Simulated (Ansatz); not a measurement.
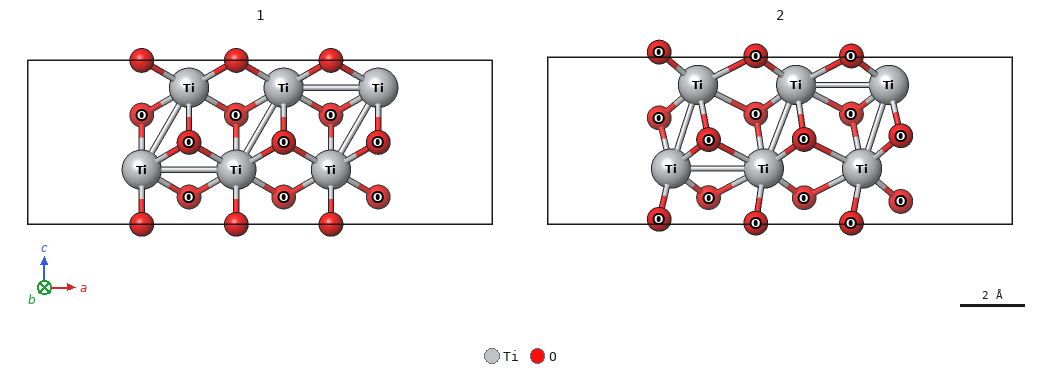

Two geometries of a wire of composition TiO₂, drawn at one scale. One is the start of a relaxation, the other its converged end. Style: ball-and-stick. Shown: the cell of the calculation, with the vacuum cut short, along the b axis.

Computed with Ansatz, DFT PBE, scalar-relativistic, plane waves, PAW. Set-up: plane-wave cutoff 420 eV; k-point mesh 1 × 1 × 7; occupations gaussian; smearing width 0.05 eV; no spin polarisation; cell relaxed at fixed a, b, alpha, beta, gamma; force threshold 0.02 eV/Å; at most 45 steps.

Which geometry has the lower energy?

Structure 2 is the relaxed one. Case: armchair ribbon, 6 formula units a period. Over 9 accepted moves (11 points after the start) the energy falls by 3.305 eV per cell of the calculation. Largest force component: 4 eV/Å at the start, 0.0054 eV/Å at the end. The SCF was repeated twice at an unchanged geometry on a basis and grid sized afresh for the cell, which shifted the energy by 20.1 meV per cell of the calculation at most. The largest moves relative to the layer's centre, 0.35 Å, are those of Ti atoms. Largest moves by element: Ti 0.35 Å, O 0.20 Å. Along the periodic axis the drawn cell goes c 5.178 → 5.283 Å (+2.0 %). Near-neighbour distances that change, for instance: Ti–Ti 2.990 → 3.363 Å, O–Ti 1.977 → 2.256 Å, O–Ti 1.977 → 2.214 Å, Ti–Ti 2.990 → 2.775 Å. Bond angles that change, for instance: Ti–O–Ti 98.2° → 104.8°, Ti–O–Ti 98.2° → 92.8°, Ti–O–Ti 98.2° → 95.6°. The run took 41 s on 4 threads of AMD EPYC 9R45 96-Core Processor (Zen 5), on a shared host, peak memory 2.2 GiB.
